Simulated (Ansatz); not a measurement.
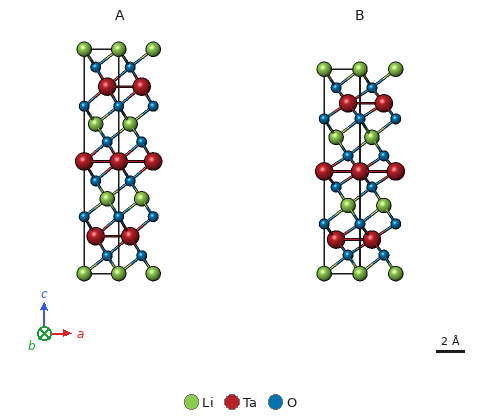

Two geometries of crystalline LiTaO₂ (built on the layered alpha-NaFeO2 type) (coarse preliminary run), drawn at one scale. One is the start of a relaxation, the other its converged end. The picture is a ball-and-stick view of the conventional cell (3 times the calculation's cell), repeated 2 × 1 × 1 with one cell outlined, seen along the b axis. Lengths and directions refer to the drawn axes.

Theory: DFT r2SCAN, scalar-relativistic, plane waves, PAW in Ansatz. (plane-wave cutoff 500 eV; k-point mesh 6 × 6 × 6; occupations gaussian; smearing width 0.1 eV; no spin polarisation; cell and atoms relaxed; force threshold 0.05 eV/Å; at most 80 steps)

Question: Which one is relaxed?

Answer: Structure A is the relaxed one. After 4 accepted moves (5 points after the start) the energy has fallen by 1.137 eV per cell of the calculation. Largest force component: 4.5 eV/Å at the start, 0.0013 eV/Å at the end. The pressure goes from 29.09 to 0.04 GPa. At 1 point the geometry stayed and the basis and grid were re-selected for the new cell (energy shift of 0.9 meV per cell of the calculation at most each time). The largest moves relative to the cell, 0.17 Å, are those of O atoms. Ta and Li stay in place. Cell: a = b 2.958 → 2.851 Å (−3.6 %), c 14.630 → 16.060 Å (+9.8 %). Volume +2.0 %. Some distances before and after: Li–Ta 2.977 → 3.142 Å, O–Ta 2.040 → 2.160 Å, Ta–Ta 2.958 → 2.851 Å, Li–O 2.160 → 2.085 Å. Bond angles that change, for instance: Ta–O–Ta 92.9° → 82.6°, Li–O–Ta 90.2° → 95.5°, Li–O–Ta 175.4° → 177.5°. The space group stays R-3m (No. 166).
